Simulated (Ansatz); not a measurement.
**HfSiO4: geometry relaxation (part 1 of 2)**

HfSiO4 (12 atoms in the cell), computed with DFT PBE, scalar-relativistic, plane waves, PAW, no spin polarisation (Ansatz 0.2.0).

The structure derives from an entry of the Crystallography Open Database.

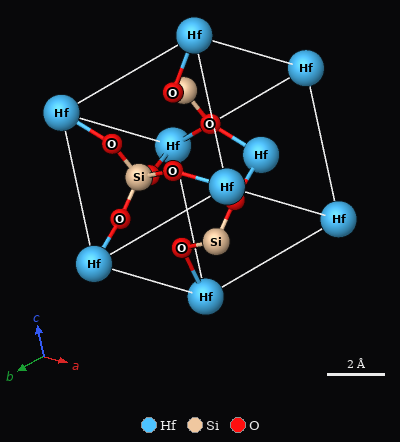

**Figure 1.** The starting structure (ball-and-stick view of the cell of the calculation, seen at an oblique angle).

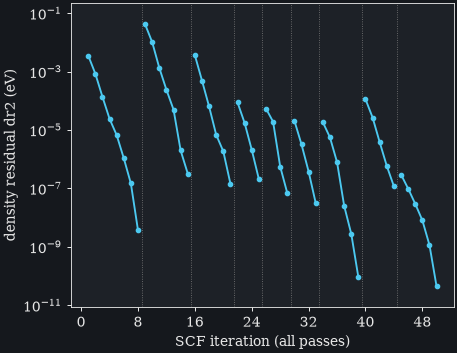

**Figure 2.** Convergence of the self-consistent field: density residual dr2 against the SCF iteration. The dotted lines part the SCF passes of the relaxation: geometry steps, rejected trials and re-solves on a re-selected basis. The 9 passes take 4 to 8 iterations each, 50 in all.

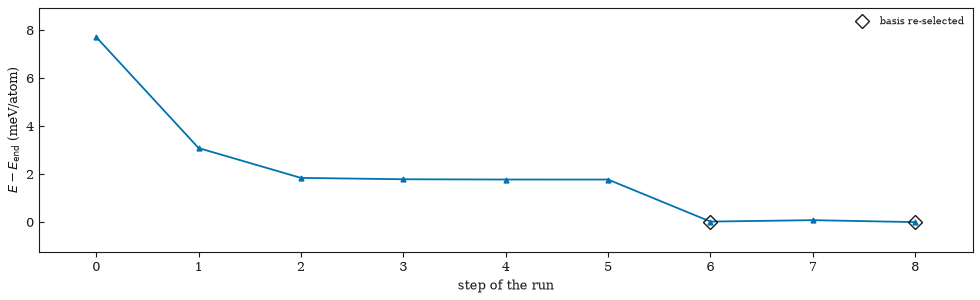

**Figure 3.** Progress of the relaxation, step by step (the first geometry is step 0 here and step 1 in the log).

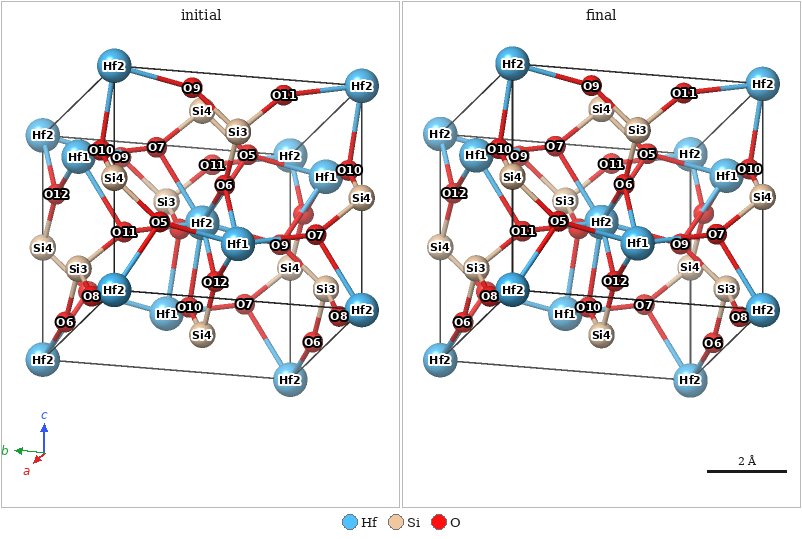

**Figure 4.** Before (left) and after (right) the relaxation, at one scale (ball-and-stick view of the cell 2 times as large as that of the calculation, set on its symmetry axes, seen at an oblique angle). After 6 geometry steps the energy has fallen by 7.6 meV per atom. The largest force component goes from 0.27 to 0.00074 eV/Å. Pressure: 7.50 GPa at the start and −0.01 GPa at the end. 1 further SCF at an unchanged geometry re-selected the plane-wave basis for the new cell. The largest moves relative to the cell, 0.006 Å, are those of 8 atoms (O5, O6, O7, O8 and others). Si and Hf stay in place. The volume changes by +3.1 %, with a = b 6.572 → 6.645 Å (+1.1 %), c 5.963 → 6.014 Å (+0.9 %). Among the contacts that change: Hf1–O10 2.115 → 2.139 Å, Si3–O11 1.620 → 1.638 Å, Hf1–O11 2.260 → 2.275 Å. The space group stays I4_1/amd (No. 141). The energy change given includes the shifts at the re-selections in mid-walk, which come without any move. A last SCF at the same geometry on a re-selected plane-wave basis shifts the energy by −0.1 meV per atom. (Atoms are counted from 1 in the order of the input.)

These pictures come from the run below.

## The input
```yaml
crystal:
  lattice:
    - [-3.28625, 3.28625, 2.9816]
    - [3.28625, -3.28625, 2.9816]
    - [3.28625, 3.28625, -2.9816]
  atoms:
    - { symbol: Hf, position: [0.75, 0.25, 0.5] }
    - { symbol: Hf, position: [0.0, 0.0, 0.0] }
    - { symbol: Si, position: [0.25, 0.75, 0.5] }
    - { symbol: Si, position: [0.5, 0.5, 0.0] }
    - { symbol: O, position: [0.1353, 0.3198, 0.8155] }
    - { symbol: O, position: [0.0698, 0.7543, 0.6845] }
    - { symbol: O, position: [0.5043, 0.3198, 0.1845] }
    - { symbol: O, position: [0.0698, 0.3853, 0.3155] }
    - { symbol: O, position: [0.6147, 0.9302, 0.6845] }
    - { symbol: O, position: [0.6802, 0.8647, 0.1845] }
    - { symbol: O, position: [0.2457, 0.9302, 0.3155] }
    - { symbol: O, position: [0.6802, 0.4957, 0.8155] }
basis:
  ecutwfc: 420
kpoints:
  mp_grid: { grid: [6, 6, 6] }
hamiltonian:
  xc: pbe
scf:
  occupations: { method: gaussian, width: 0.02 }
output:
  forces: true
  stress: true
  eigenvalues: true
relax:
  adjacent_minimum: "off"
  f_tol: 0.005
  max_steps: 80
  cell: { stress_tol: 0.05 }
```

Command:
```bash
ansatz run input.yaml --threads 4 --pin off --max-ram 10240MiB --backend cpu --events-out ev --progress --plain --runs-dir out
```

## Log
```
Engine: ansatz 0.2.0, aarch64-unknown-linux-gnu
Pseudopotentials: kind: paw
Pseudopotential: Hf, paw, valence charge 26, recommended cutoff 420 eV (normal), Hf.paw.azcp
Pseudopotential: Si, paw, valence charge 4, recommended cutoff 420 eV (normal), Si.paw.azcp
Pseudopotential: O, paw, valence charge 6, recommended cutoff 420 eV (normal), O.paw.azcp
Functional definition: PBE
  parameter kappa = 0.804
  parameter beta = 0.06672455060314922
  exchange = pbe_x(kappa = kappa, mu = beta*pi^2/3)
  correlation = pbe_c(beta = beta)
Crystal: 12 atoms, lattice volume = 128.798 Å³
Basis set: ecut = 420 eV, 2513 PW (Γ), exchange–correlation on 80×80×80 points (8 copies of the dense FFT grid, shifted against one another)
Bands: 66, of which v1, the nominal top of the filled ones, is band 54 counted from 1 (53 counted from 0)
Symmetry: 16 space group operations
Space group: I41/amd (ITA 141), of the structure as read, at distance tolerance 5.1e-5 Å
k-points: 30 of 216
Non-local potential: Hf, projectors of the file, l = 0: 3, l = 1: 2, l = 2: 2, l = 3: 3
Non-local potential: Si, projectors of the file, l = 0: 2, l = 1: 2, l = 2: 2
Non-local potential: O, projectors of the file, l = 0: 2, l = 1: 2, l = 2: 1
PAW form: soft (Blöchl's): semilocal exchange-correlation on the pseudo side does not see the compensation charge
PAW one-centre angular grid: Hf, 590 points (default); XC on 64 Gauss nodes
PAW one-centre angular grid: Si, 110 points (default); XC on 64 Gauss nodes
PAW one-centre angular grid: O, 110 points (default); XC on 64 Gauss nodes
Initial density: superposition of atomic densities (neutral atoms: chi_scale 0, normalization atom), corrected by the library's trained network
Initial wavefunctions: pseudopotential atomic-orbital guess
Functional: x = pbe(κ = 0.804, μ = 0.2195149727645171), c = pbe(β = 0.06672455060314922)
SCF iter   1: F=—  HF=-37271.652758 eV  |F-HF|=—  |Δ(HF+E_count)|=         —  Δρ=1.99e-3  dr2=3.53e-3  ethr=1.77e-3  ⟨swp⟩=6.2  Hψ=7834  notcnv=0  defer=10
preconditioner: auto → Resta (q_TF=auto, 2.649 Å⁻¹)  ε∞=4.6  [insulator: Δε(μ)=5.440 eV  Ē_g=17.688 eV  σ=0.020 eV  W_gap=1.00  n_scr=42 (ndim 8)  ℏωp=33.4 eV  f_vac=0.044  D(μ)=0.00/eV (n_scr^D=0)  ε∞_Penn≈4.6]
SCF iter   2: F=—  HF=-37271.654403 eV  |F-HF|=—  |Δ(HF+E_count)|=   1.64e-3  Δρ=1.12e-3  dr2=8.44e-4  ethr=3.27e-6  ⟨swp⟩=2.0  Hψ=4080  notcnv=0  defer=118
SCF iter   3: F=—  HF=-37271.655146 eV  |F-HF|=—  |Δ(HF+E_count)|=   7.43e-4  Δρ=2.97e-4  dr2=1.37e-4  ethr=7.82e-7  ⟨swp⟩=2.0  Hψ=3453  notcnv=0  defer=118
SCF iter   4: F=—  HF=-37271.655166 eV  |F-HF|=—  |Δ(HF+E_count)|=   1.97e-5  Δρ=1.23e-4  dr2=2.41e-5  ethr=1.27e-7  ⟨swp⟩=2.0  Hψ=3474  notcnv=0  defer=118
SCF iter   5: F=—  HF=-37271.655183 eV  |F-HF|=—  |Δ(HF+E_count)|=   1.74e-5  Δρ=5.77e-5  dr2=6.67e-6  ethr=2.23e-8  ⟨swp⟩=2.8  Hψ=3322  notcnv=0  defer=118
SCF iter   6: F=—  HF=-37271.655183 eV  |F-HF|=—  |Δ(HF+E_count)|=   3.28e-7  Δρ=3.09e-5  dr2=1.08e-6  ethr=6.18e-9  ⟨swp⟩=2.0  Hψ=3475  notcnv=0  defer=118
SCF iter   7: F=—  HF=-37271.655184 eV  |F-HF|=—  |Δ(HF+E_count)|=   1.97e-7  Δρ=1.19e-5  dr2=1.47e-7  ethr=1.00e-9  ⟨swp⟩=2.0  Hψ=3239  notcnv=0  defer=118
SCF iter   8: F=-37271.655184 eV  HF=-37271.655184 eV  |F-HF|=2.84e-9  |Δ(HF+E_count)|=   3.91e-8  Δρ=1.75e-6  dr2=3.69e-9  ethr=9.26e-11  ⟨swp⟩=9.7  Hψ=7851  notcnv=0
SCF 1 converged in 8 iterations: F = -37271.655184 eV  dr2 = 3.69e-9
  greatest PAW one-centre occupation: 0.999 electrons in one spin orbital (limit 2), on the Hf atom at site 1 (counted from 0), in its partial waves of l = 0
relax step   1: F+E_penalty+E_count = -37271.65518370 eV  Δ(F+E_penalty+E_count) = +0.000e0 eV  max|allowed force component| = 2.730e-1 eV/Å  Δτ_max = 0.0000 Å  P = +7.497 GPa  Ω = 128.798 Å³  (8 SCF iters, dr2 threshold 1.00e-7 eV, accepted)
Crystal: 12 atoms, lattice volume = 132.351 Å³
Basis set: ecut = 420 eV, 2547 PW (Γ), exchange–correlation on 80×80×80 points (8 copies of the dense FFT grid, shifted against one another)
Initial density: handed on by an earlier stage of this run
Initial wavefunctions: those handed on with the density
iter 1 solved again at ethr=3.78e-5 eV; its pass at ethr=3.10e-3 eV (dr2=4.08e-2 eV) is discarded
SCF iter   1: F=—  HF=-37271.725091 eV  |F-HF|=—  |Δ(HF+E_count)|=         —  Δρ=4.57e-3  dr2=4.14e-2  ethr=3.78e-5  ⟨swp⟩=3.3  Hψ=8164  notcnv=0
preconditioner: auto → Resta (q_TF=auto, 2.637 Å⁻¹)  ε∞=4.5  [insulator: Δε(μ)=5.367 eV  Ē_g=17.495 eV  σ=0.020 eV  W_gap=1.00  n_scr=42 (ndim 8)  ℏωp=32.9 eV  f_vac=0.061  D(μ)=0.00/eV (n_scr^D=0)  ε∞_Penn≈4.5]
SCF iter   2: F=—  HF=-37271.714055 eV  |F-HF|=—  |Δ(HF+E_count)|=   1.10e-2  Δρ=1.94e-3  dr2=1.01e-2  ethr=3.78e-5  ⟨swp⟩=3.2  Hψ=3140  notcnv=0
SCF iter   3: F=—  HF=-37271.710975 eV  |F-HF|=—  |Δ(HF+E_count)|=   3.08e-3  Δρ=8.34e-4  dr2=1.33e-3  ethr=9.39e-6  ⟨swp⟩=2.7  Hψ=3506  notcnv=0
SCF iter   4: F=—  HF=-37271.710601 eV  |F-HF|=—  |Δ(HF+E_count)|=   3.74e-4  Δρ=3.78e-4  dr2=2.37e-4  ethr=1.23e-6  ⟨swp⟩=2.0  Hψ=3610  notcnv=0  defer=2
SCF iter   5: F=—  HF=-37271.710718 eV  |F-HF|=—  |Δ(HF+E_count)|=   1.17e-4  Δρ=1.94e-4  dr2=4.97e-5  ethr=2.19e-7  ⟨swp⟩=2.0  Hψ=3114  notcnv=0  defer=2
SCF iter   6: F=—  HF=-37271.710709 eV  |F-HF|=—  |Δ(HF+E_count)|=   8.73e-6  Δρ=4.41e-5  dr2=1.98e-6  ethr=4.60e-8  ⟨swp⟩=2.0  Hψ=3570  notcnv=0  defer=2
SCF iter   7: F=-37271.710712 eV  HF=-37271.710712 eV  |F-HF|=3.76e-7  |Δ(HF+E_count)|=   3.15e-6  Δρ=1.71e-5  dr2=3.21e-7  ethr=1.11e-9  ⟨swp⟩=6.7  Hψ=8775  notcnv=0
SCF 2 converged in 7 iterations: F = -37271.710712 eV  dr2 = 3.21e-7
relax step   2: F+E_penalty+E_count = -37271.71071248 eV  Δ(F+E_penalty+E_count) = -5.553e-2 eV  max|allowed force component| = 3.251e-1 eV/Å  Δτ_max = 0.0066 Å  P = +1.015 GPa  Ω = 132.351 Å³  energy of the carried Pulay correction = -1.641e-2 eV  (7 SCF iters, dr2 threshold 1.20e-6 eV, accepted)
Crystal: 12 atoms, lattice volume = 132.575 Å³
iter 1 solved again at ethr=3.27e-6 eV; its pass at ethr=3.10e-3 eV (dr2=3.53e-3 eV) is discarded
SCF iter   1: F=—  HF=-37271.726659 eV  |F-HF|=—  |Δ(HF+E_count)|=         —  Δρ=1.75e-3  dr2=3.63e-3  ethr=3.27e-6  ⟨swp⟩=2.8  Hψ=7333  notcnv=0
preconditioner: auto → Resta (q_TF=auto, 2.637 Å⁻¹)  ε∞=4.5  [insulator: Δε(μ)=5.305 eV  Ē_g=17.493 eV  σ=0.020 eV  W_gap=1.00  n_scr=42 (ndim 8)  ℏωp=32.9 eV  f_vac=0.054  D(μ)=0.00/eV (n_scr^D=0)  ε∞_Penn≈4.5]
SCF iter   2: F=—  HF=-37271.725746 eV  |F-HF|=—  |Δ(HF+E_count)|=   9.13e-4  Δρ=7.09e-4  dr2=4.91e-4  ethr=3.27e-6  ⟨swp⟩=2.0  Hψ=2816  notcnv=0
SCF iter   3: F=—  HF=-37271.725641 eV  |F-HF|=—  |Δ(HF+E_count)|=   1.05e-4  Δρ=2.59e-4  dr2=6.36e-5  ethr=4.55e-7  ⟨swp⟩=2.0  Hψ=3026  notcnv=0
SCF iter   4: F=—  HF=-37271.725631 eV  |F-HF|=—  |Δ(HF+E_count)|=   1.01e-5  Δρ=6.89e-5  dr2=6.82e-6  ethr=5.89e-8  ⟨swp⟩=2.0  Hψ=3296  notcnv=0
SCF iter   5: F=—  HF=-37271.725631 eV  |F-HF|=—  |Δ(HF+E_count)|=   3.47e-7  Δρ=3.26e-5  dr2=1.85e-6  ethr=1.11e-9  ⟨swp⟩=7.4  Hψ=8959  notcnv=0
SCF iter   6: F=-37271.725631 eV  HF=-37271.725631 eV  |F-HF|=8.48e-8  |Δ(HF+E_count)|=   4.26e-7  Δρ=8.38e-6  dr2=1.45e-7  ethr=1.11e-9  ⟨swp⟩=5.0  Hψ=7322  notcnv=0
SCF 3 converged in 6 iterations: F = -37271.725631 eV  dr2 = 1.45e-7
relax step   3: F+E_penalty+E_count = -37271.72563105 eV  Δ(F+E_penalty+E_count) = -1.492e-2 eV  max|allowed force component| = 4.714e-2 eV/Å  Δτ_max = 0.0082 Å  P = +0.092 GPa  Ω = 132.575 Å³  energy of the carried Pulay correction = -1.743e-2 eV  (6 SCF iters, dr2 threshold 1.20e-6 eV, accepted)
Crystal: 12 atoms, lattice volume = 132.592 Å³
iter 1 solved again at ethr=6.54e-8 eV; its pass at ethr=3.10e-3 eV (dr2=7.07e-5 eV) is discarded
SCF iter   1: F=—  HF=-37271.726321 eV  |F-HF|=—  |Δ(HF+E_count)|=         —  Δρ=2.48e-4  dr2=8.78e-5  ethr=6.54e-8  ⟨swp⟩=3.1  Hψ=7888  notcnv=0
preconditioner: auto → Resta (q_TF=auto, 2.637 Å⁻¹)  ε∞=4.5  [insulator: Δε(μ)=5.328 eV  Ē_g=17.494 eV  σ=0.020 eV  W_gap=1.00  n_scr=42 (ndim 8)  ℏωp=32.9 eV  f_vac=0.053  D(μ)=0.00/eV (n_scr^D=0)  ε∞_Penn≈4.5]
SCF iter   2: F=—  HF=-37271.726319 eV  |F-HF|=—  |Δ(HF+E_count)|=   1.55e-6  Δρ=1.23e-4  dr2=1.73e-5  ethr=6.54e-8  ⟨swp⟩=2.0  Hψ=2662  notcnv=0
SCF iter   3: F=—  HF=-37271.726316 eV  |F-HF|=—  |Δ(HF+E_count)|=   2.68e-6  Δρ=4.59e-5  dr2=2.09e-6  ethr=1.60e-8  ⟨swp⟩=2.0  Hψ=3120  notcnv=0
SCF iter   4: F=-37271.726316 eV  HF=-37271.726316 eV  |F-HF|=1.04e-8  |Δ(HF+E_count)|=   8.27e-7  Δρ=1.46e-5  dr2=2.08e-7  ethr=7.64e-10  ⟨swp⟩=7.0  Hψ=8853  notcnv=0
SCF 4 converged in 4 iterations: F = -37271.726316 eV  dr2 = 2.08e-7
relax step   4: F+E_penalty+E_count = -37271.72631566 eV  Δ(F+E_penalty+E_count) = -6.846e-4 eV  max|allowed force component| = 1.908e-2 eV/Å  Δτ_max = 0.0014 Å  P = +0.015 GPa  Ω = 132.592 Å³  energy of the carried Pulay correction = -1.751e-2 eV  (4 SCF iters, dr2 threshold 8.26e-7 eV, accepted)
Crystal: 12 atoms, lattice volume = 132.608 Å³
iter 1 solved again at ethr=4.61e-8 eV; its pass at ethr=3.10e-3 eV (dr2=4.98e-5 eV) is discarded
SCF iter   1: F=—  HF=-37271.726442 eV  |F-HF|=—  |Δ(HF+E_count)|=         —  Δρ=2.28e-4  dr2=5.40e-5  ethr=4.61e-8  ⟨swp⟩=2.1  Hψ=6797  notcnv=0
preconditioner: auto → Resta (q_TF=auto, 2.637 Å⁻¹)  ε∞=4.5  [insulator: Δε(μ)=5.333 eV  Ē_g=17.495 eV  σ=0.020 eV  W_gap=1.00  n_scr=42 (ndim 8)  ℏωp=32.9 eV  f_vac=0.053  D(μ)=0.00/eV (n_scr^D=0)  ε∞_Penn≈4.5]
SCF iter   2: F=—  HF=-37271.726450 eV  |F-HF|=—  |Δ(HF+E_count)|=   8.60e-6  Δρ=1.33e-4  dr2=1.92e-5  ethr=4.61e-8  ⟨swp⟩=1.0  Hψ=1980  notcnv=0
SCF iter   3: F=—  HF=-37271.726446 eV  |F-HF|=—  |Δ(HF+E_count)|=   3.96e-6  Δρ=2.44e-5  dr2=5.60e-7  ethr=1.78e-8  ⟨swp⟩=2.1  Hψ=3245  notcnv=0
SCF iter   4: F=-37271.726446 eV  HF=-37271.726446 eV  |F-HF|=3.10e-9  |Δ(HF+E_count)|=   2.44e-7  Δρ=9.50e-6  dr2=6.89e-8  ethr=8.52e-11  ⟨swp⟩=7.0  Hψ=9384  notcnv=0
SCF 5 converged in 4 iterations: F = -37271.726446 eV  dr2 = 6.89e-8
relax step   5: F+E_penalty+E_count = -37271.72644614 eV  Δ(F+E_penalty+E_count) = -1.305e-4 eV  max|allowed force component| = 1.554e-2 eV/Å  Δτ_max = 0.0019 Å  P = +0.049 GPa  Ω = 132.608 Å³  energy of the carried Pulay correction = -1.758e-2 eV  (4 SCF iters, dr2 threshold 9.20e-8 eV, accepted)
Crystal: 12 atoms, lattice volume = 132.617 Å³
iter 1 solved again at ethr=1.71e-8 eV; its pass at ethr=3.10e-3 eV (dr2=1.84e-5 eV) is discarded
SCF iter   1: F=—  HF=-37271.726446 eV  |F-HF|=—  |Δ(HF+E_count)|=         —  Δρ=1.12e-4  dr2=2.07e-5  ethr=1.71e-8  ⟨swp⟩=2.4  Hψ=7537  notcnv=0
preconditioner: auto → Resta (q_TF=auto, 2.637 Å⁻¹)  ε∞=4.5  [insulator: Δε(μ)=5.332 eV  Ē_g=17.494 eV  σ=0.020 eV  W_gap=1.00  n_scr=42 (ndim 8)  ℏωp=32.9 eV  f_vac=0.053  D(μ)=0.00/eV (n_scr^D=0)  ε∞_Penn≈4.5]
SCF iter   2: F=—  HF=-37271.726459 eV  |F-HF|=—  |Δ(HF+E_count)|=   1.23e-5  Δρ=4.79e-5  dr2=3.20e-6  ethr=1.71e-8  ⟨swp⟩=2.0  Hψ=2698  notcnv=0
SCF iter   3: F=—  HF=-37271.726458 eV  |F-HF|=—  |Δ(HF+E_count)|=   7.03e-7  Δρ=1.89e-5  dr2=3.76e-7  ethr=2.96e-9  ⟨swp⟩=2.0  Hψ=3120  notcnv=0
SCF iter   4: F=-37271.726458 eV  HF=-37271.726458 eV  |F-HF|=5.16e-9  |Δ(HF+E_count)|=   1.58e-7  Δρ=6.33e-6  dr2=3.13e-8  ethr=4.98e-11  ⟨swp⟩=7.1  Hψ=9103  notcnv=0
SCF 6 converged in 4 iterations: F = -37271.726458 eV  dr2 = 3.13e-8
relax step   6: F+E_penalty+E_count = -37271.72645794 eV  Δ(F+E_penalty+E_count) = -1.180e-5 eV  max|allowed force component| = 2.102e-4 eV/Å  Δτ_max = 0.0005 Å  P = +0.001 GPa  Ω = 132.617 Å³  energy of the carried Pulay correction = -1.762e-2 eV  (4 SCF iters, dr2 threshold 5.38e-8 eV, accepted)
Initial wavefunctions: pseudopotential atomic-orbital guess (no wavefunctions were taken with the density)
iter 1 solved again at ethr=3.93e-7 eV; its pass at ethr=3.10e-3 eV (dr2=4.25e-4 eV) is discarded
SCF iter   1: F=—  HF=-37271.747063 eV  |F-HF|=—  |Δ(HF+E_count)|=         —  Δρ=3.36e-4  dr2=1.85e-5  ethr=3.93e-7  ⟨swp⟩=3.2  Hψ=13552  notcnv=0
preconditioner: auto → Resta (q_TF=auto, 2.637 Å⁻¹)  ε∞=4.5  [insulator: Δε(μ)=5.334 eV  Ē_g=17.494 eV  σ=0.020 eV  W_gap=1.00  n_scr=42 (ndim 8)  ℏωp=32.9 eV  f_vac=0.053  D(μ)=0.00/eV (n_scr^D=0)  ε∞_Penn≈4.5]
SCF iter   2: F=—  HF=-37271.747389 eV  |F-HF|=—  |Δ(HF+E_count)|=   3.26e-4  Δρ=1.64e-4  dr2=5.57e-6  ethr=1.71e-8  ⟨swp⟩=2.0  Hψ=3351  notcnv=0
SCF iter   3: F=—  HF=-37271.747476 eV  |F-HF|=—  |Δ(HF+E_count)|=   8.76e-5  Δρ=7.28e-5  dr2=7.87e-7  ethr=5.16e-9  ⟨swp⟩=2.4  Hψ=3190  notcnv=0
SCF iter   4: F=—  HF=-37271.747496 eV  |F-HF|=—  |Δ(HF+E_count)|=   1.91e-5  Δρ=6.35e-6  dr2=2.52e-8  ethr=7.29e-10  ⟨swp⟩=2.0  Hψ=3360  notcnv=0
SCF iter   5: F=—  HF=-37271.747496 eV  |F-HF|=—  |Δ(HF+E_count)|=   4.50e-8  Δρ=2.10e-6  dr2=2.76e-9  ethr=2.33e-11  ⟨swp⟩=2.0  Hψ=3600  notcnv=0
SCF iter   6: F=-37271.747496 eV  HF=-37271.747496 eV  |F-HF|=8.73e-11  |Δ(HF+E_count)|=   8.15e-9  Δρ=3.19e-7  dr2=8.99e-11  ethr=1.00e-12  ⟨swp⟩=3.0  Hψ=8340  notcnv=0
SCF 7 converged in 6 iterations: F = -37271.747496 eV  dr2 = 8.99e-11
relax step   7: F+E_penalty+E_count = -37271.74749554 eV  Δ(F+E_penalty+E_count) = -2.104e-2 eV  max|allowed force component| = 2.612e-4 eV/Å  Δτ_max = 0.0000 Å  P = +0.283 GPa  Ω = 132.617 Å³  stress off target by 3.06e-1 GPa  SCF on the basis re-selected at this cell (its energy is not comparable with the rows above)  (6 SCF iters)
basis re-selected at this cell: Δ(F+E_penalty+E_count) = -2.104e-2 eV, ΔP = +0.282 GPa vs the last step (what re-selecting the basis moved, of the pressure what is left beyond the Pulay correction that the steps carried, after the strain that the cell walked since its last selection, with what the two solves' SCF thresholds leave and, on support functions, any second-order correction that the steps lacked; it is no measure of the basis error at this ecutwfc). This SCF's stress stands 3.06e-1 GPa from its target on what of the cell is left free (relax.cell.stress_tol is 5.00e-2 GPa) and its largest allowed force component is 2.61e-4 eV/Å (relax.f_tol is 5.00e-3 eV/Å): not within both, so this SCF does not close the relaxation
Crystal: 12 atoms, lattice volume = 132.807 Å³
iter 1 solved again at ethr=1.26e-7 eV; its pass at ethr=3.10e-3 eV (dr2=1.36e-4 eV) is discarded
```
